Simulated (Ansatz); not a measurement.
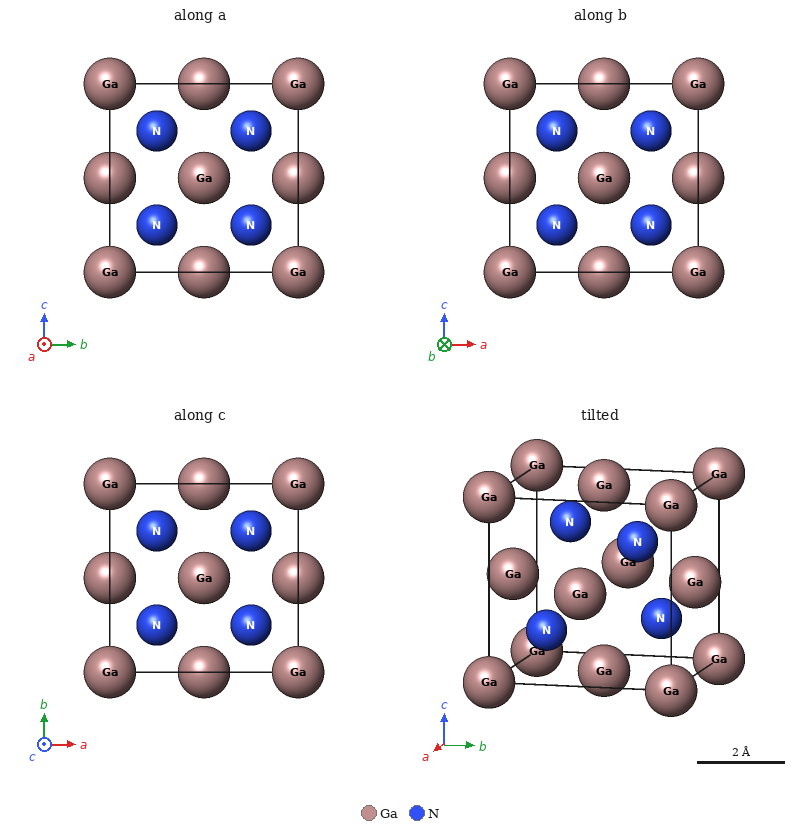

Spheres-only representation of a periodic structure, projected along the a axis, along the b axis, along the c axis and slightly off an axis. The conventional unit cell is drawn as a box.

Lattice parameters: a = 4.363 Å, b = 4.363 Å, c = 4.363 Å, α = 90.00°, β = 90.00°, γ = 90.00°.

Give the atomic positions as a table of Wyckoff sites.

Answer. Space group F-43m (No. 216).
| atom | site | x | y | z |
| --- | --- | --- | --- | --- |
| Ga | 4a | 0.0000 | 0.0000 | 0.0000 |
| N | 4d | 0.2500 | 0.2500 | 0.7500 |

The cell started as a structure type filled with these elements by a generator (whether the compound takes this form wasn't checked). The cell was then strained or its atoms displaced on purpose. It went into a calculation with Ansatz.

At this level of theory the cell isn't at rest (compressed, at 28 GPa), so its distances can differ from those at equilibrium, the more so the softer the solid.
